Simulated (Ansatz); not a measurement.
```xyz
6
Lattice="6.4725 0.0000 0.0000 -3.2362 5.6053 0.0000 0.0000 0.0000 3.9140" Properties=species:S:1:pos:R:3 pbc="T T T"
Sn    0.0000    0.0000    1.9570
Se    0.0000    3.7369    1.9570
Se   -2.1049    3.6458    0.0000
Se    4.2098    0.0000    0.0000
Se    1.1313    1.9595    0.0000
Se    3.2363    1.8684    1.9570
```

Space group P-62m; a structure generated by program, which may or may not match a known phase.

Computed with Ansatz 0.2.0, DFT PBE, scalar-relativistic, plane waves, PAW.

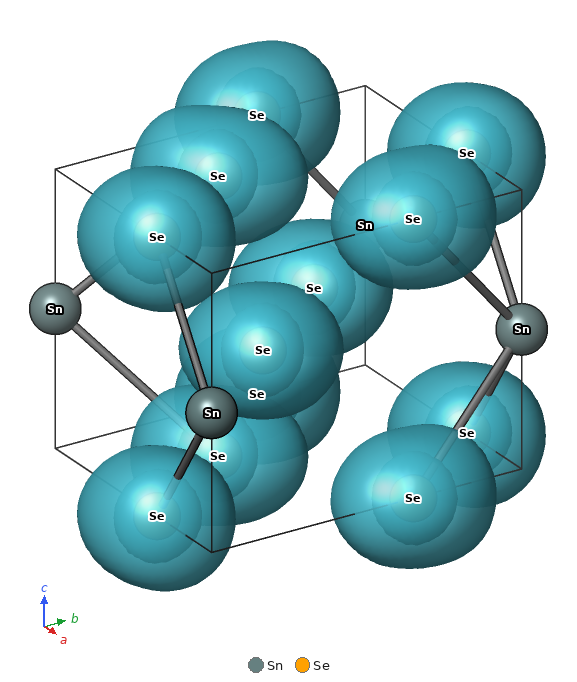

SnSe₅. Isosurface of the electron localisation function at 0.7 (cyan), seen slightly off an axis. Core shells and regions of very low density are left out. Sticks mark near contacts.

In a PAW calculation such maps are meaningful between the atoms, not at the nuclei.

Q: Identify the bonds, lone pairs and shells in this picture.

A: At this value the surface marks out five regions wrapped around Se (the valence shell of each), counted in one cell of 6 atoms. Any copies at cell faces, edges or corners count once. Along the contacts the grid gives the following. Sn–Se (2.99 Å): the ELF is about 0.45 at the midpoint and 0.30 at its lowest between the atoms.

Q: Does the calculation make it a metal, or give it a gap?

A: It is gapless in this calculation (a metal or semimetal).
